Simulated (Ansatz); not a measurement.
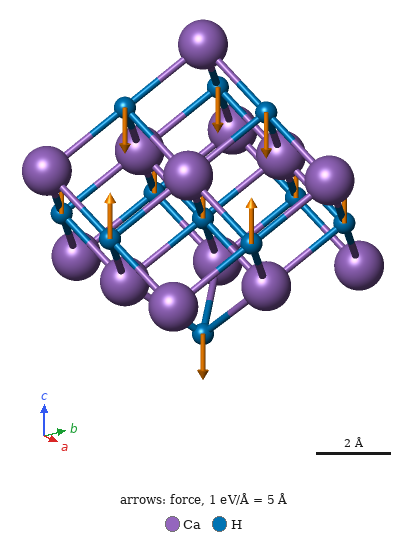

Starting geometry of a crystal of CaH (set up in P6_3/mmc) (coarse preliminary run) with the computed forces as orange arrows. The picture is a ball-and-stick view of the atoms within 5.0 Å of the atom that moves most (axes of the cell of the calculation), seen slightly off an axis.

Case: 4 H put on empty site 1 of 1 host cells, relaxed.

Theory: DFT PBE, scalar-relativistic, plane waves, PAW (Ansatz 0.2.0).

Input
```yaml
crystal:
  lattice:
    - [3.9022103283, 0.0, 0.0]
    - [-1.9511051641, 3.3794132753, 0.0]
    - [0.0, 0.0, 12.8085390245]
  atoms:
    - { symbol: Ca, position: [0.0, 0.0, 0.0] }
    - { symbol: Ca, position: [0.3333333333, 0.6666666667, 0.25] }
    - { symbol: Ca, position: [0.0, 0.0, 0.5] }
    - { symbol: Ca, position: [0.6666666667, 0.3333333333, 0.75] }
    - { symbol: H, position: [0.6666666667, 0.3333333333, 0.125] }
    - { symbol: H, position: [0.3333333333, 0.6666666667, 0.875] }
    - { symbol: H, position: [0.3333333333, 0.6666666667, 0.625] }
    - { symbol: H, position: [0.6666666667, 0.3333333333, 0.375] }
basis:
  ecutwfc: 420
kpoints:
  mp_grid: { grid: [6, 6, 2] }
hamiltonian:
  xc: pbe
scf:
  occupations: { method: gaussian, width: 0.1 }
output:
  forces: true
  stress: true
  eigenvalues: true
relax:
  adjacent_minimum: "off"
  f_tol: 0.0325
  max_steps: 70
  cell: { stress_tol: 0.24 }
```

Run as
```bash
ansatz run input.yaml --threads 2 --pin off --max-ram 5120MiB --backend cpu --events-out ev --progress --plain --runs-dir out
```

### Is this structure relaxed? If not, where do the atoms go?

It isn't relaxed: the largest force vector, on H atoms, is 0.26 eV/Å. The atoms end up moving mostly along the starting forces (cosine between the two patterns 1.00). The largest moves relative to the cell, 0.33 Å, are those of H5, H6, H7 and H8. H8 goes along +c. Ca stays in place. The volume changes by −16.0 %, with a = b 3.902 → 3.739 Å (−4.2 %), c 12.809 → 11.716 Å (−8.5 %). Among the contacts that change: Ca3–H7 2.764 → 2.438 Å, Ca2–H5 2.764 → 2.808 Å. The space group stays P6_3/mmc (No. 194). Over 4 accepted moves (5 points after the start) the energy falls by 0.797 eV per cell of the calculation. Largest force component: 0.26 eV/Å at the start, 0.0019 eV/Å at the end. The pressure goes from −4.91 to 0.01 GPa. At 1 point the geometry stayed and the basis and grid were re-selected for the new cell (energy shift of 5.3 meV per cell of the calculation at most each time). The run took 8.9 s on 2 threads of AMD EPYC 7B13 (Zen 3), with other jobs on the host, peak memory 0.49 GiB.
